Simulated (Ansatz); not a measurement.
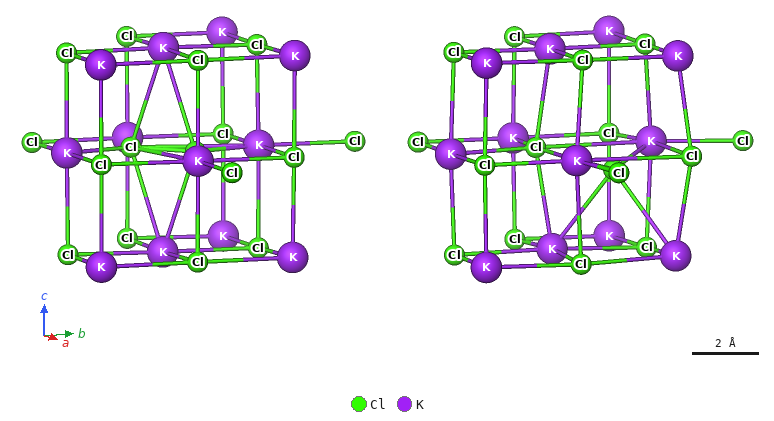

Two geometries of a defect cell of composition Cl33K32, drawn at one scale. One is the start of a relaxation, the other its converged end. The picture is a ball-and-stick view of the atoms within 5.8 Å of the atom that moves most (axes of the cell of the calculation (origin shifted)), seen slightly off an axis.

Theory: DFT, PBEsol, PAW, plane waves in Ansatz 0.2.0. Settings: plane-wave cutoff 420 eV; k-point mesh 1 × 1 × 1; mesh shifted by (0.25, 0.25, 0.25); collinear spin; atoms relaxed in a fixed cell; force threshold 0.03 eV/Å; at most 80 steps.

Which of the two is the end point?

The right one is the relaxed one. Over 11 geometry steps the energy falls by 1.979 eV per cell of the calculation. Largest force component: 2.9 eV/Å at the start, 0.019 eV/Å at the end. The atom that moves furthest is a Cl atom (1.18 Å along [3 3 −2]). By element the largest moves are Cl 1.18 Å, K 0.52 Å. The cell doesn't change. Among the contacts that change: Cl–K 4.525 → 3.311 Å, Cl–K 3.334 → 4.208 Å, Cl–K 3.121 → 3.781 Å, Cl–Cl 3.344 → 2.696 Å. New bonds form, among them: Cl–K (4.53 → 3.31 Å). Bond angles that change, for instance: Cl–K–Cl 161.5° → 127.3°, K–Cl–K 125.9° → 156.1°, K–Cl–K 126.3° → 102.4°.
